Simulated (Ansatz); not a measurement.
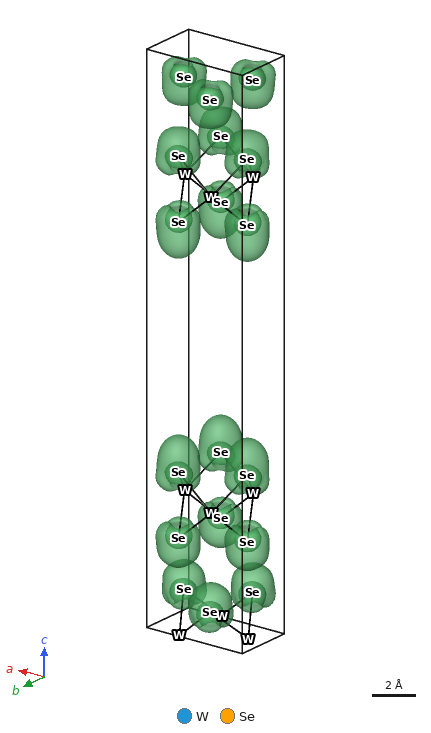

The picture shows: WSe2. Isosurface of the electron localisation function at 0.7 (green), seen at an oblique angle. Core shells and regions of very low density are left out. Sticks mark near contacts.

Space group Cm; a structure from a database of computed crystals, not necessarily the ambient phase; changed on purpose from its base cell (all W atoms moved +0.075 Å, as atom 1 towards its neighbour atom 4 (Se) at 2.524 A); not relaxed (largest force 1.8 eV/Å).

Theory: Ansatz 0.2.0, DFT PBEsol, scalar-relativistic, plane waves, PAW.

Where are the electrons localised?

Answer. The surface consists of twelve regions wrapped around Se (the valence shell of each), counted in one cell of 18 atoms. Regions shared between cells count once.

Values along the shortest contacts:
W–Se (2.45 Å): the ELF is about 0.55 at the midpoint. W–Se (2.51 Å): the ELF is about 0.50 at the midpoint.

Does the calculation give a band gap?

Answer. It is gapped, with a Kohn–Sham gap of 1.2 eV on the k-point mesh (the band edges may lie off the mesh, which would make the gap smaller).
